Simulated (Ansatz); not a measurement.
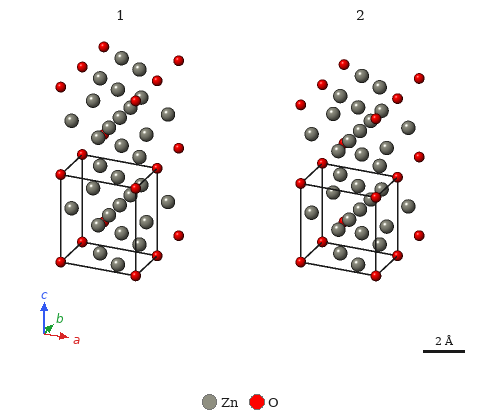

Two geometries of solid Zn5O (a generated structure, set up in P6/mmm) (coarse preliminary run), drawn at one scale. One is the start of a relaxation, the other its converged end. Style: ball-and-stick. Shown: the cell of the calculation, repeated 1 × 2 × 2 with one cell outlined, slightly off an axis.

The calculation used Ansatz, DFT PBE, scalar-relativistic, plane waves, PAW. Set-up: plane-wave cutoff 420 eV; k-point mesh 6 × 6 × 4; occupations gaussian; smearing width 0.1 eV; collinear spin; cell and atoms relaxed; force threshold 0.04 eV/Å; at most 70 steps.

**Which one is relaxed?**

Structure 1 is the relaxed one. The energy falls by 0.434 eV per cell of the calculation in 5 accepted moves (7 points after the start). All forces vanish by symmetry, so only the cell relaxes. Pressure: 10.08 GPa at the start and 0.03 GPa at the end. At 2 points the geometry stayed and the basis and grid were re-selected for the new cell (energy shift of 29.0 meV per cell of the calculation at most each time). No atom moves by more than 0.005 Å relative to the cell. Cell: a = b 5.019 → 5.000 Å (−0.4 %), c 3.967 → 4.416 Å (+11.3 %). Volume +10.5 %. The space group stays P6/mmm (No. 191).

Limits of the set-up: the k-point mesh is coarse for a cell with partly filled bands; layers or molecules are held without a dispersion correction, so their spacing is unreliable.
